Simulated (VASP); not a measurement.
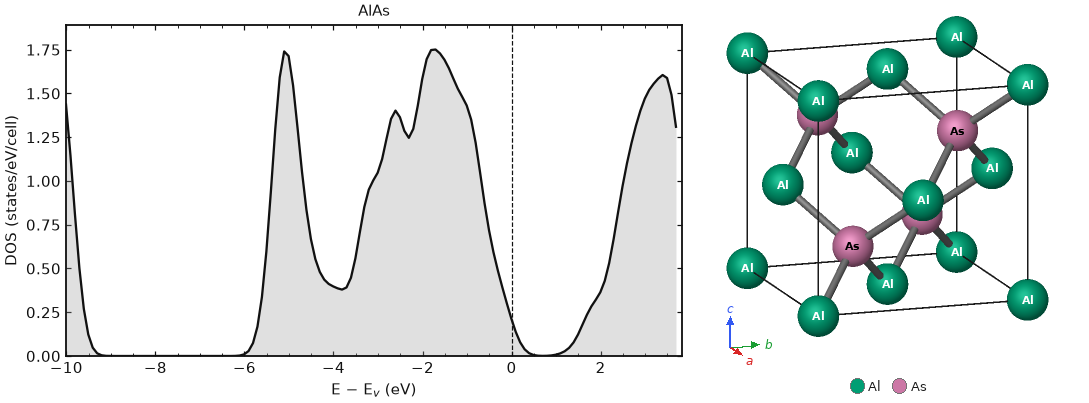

Density of states, beside the structure. Energies are counted from the top of the valence band. The DOS curve is built from the levels of the k mesh with Gaussians 0.55 eV wide, which also blur the band edges; ripples of that width can come from the mesh.

System: zincblende AlAs, space group F-43m, 2 atoms in the primitive cell.

Space group F-43m (No. 216). a = 5.682 Å, b = 5.682 Å, c = 5.682 Å, α = 90.00°, β = 90.00°, γ = 90.00°
```tsv
atom	site	symmetry	x	y	z
Al	4a	-43m	0.0000	0.0000	0.0000
As	4d	-43m	0.2500	0.2500	0.7500
```

VASP; LDA, VASP PAW LDA potentials, release 64 (Al, As), no spin polarisation, no spin-orbit coupling, 8×8×8 k mesh, 520 eV cutoff, Gaussian smearing of 0.03 eV.

### Is there a gap at the Fermi level, and how wide?

There is a gap; over the k points computed it is 1.36 eV (indirect; the smallest direct gap on the k mesh is 1.80 eV).

Spin-orbit coupling is left out, which matters for As. LDA, GGA and most meta-GGA functionals understate gaps. The cell was derived from a database entry in an earlier step, so it needn't be the measured one.
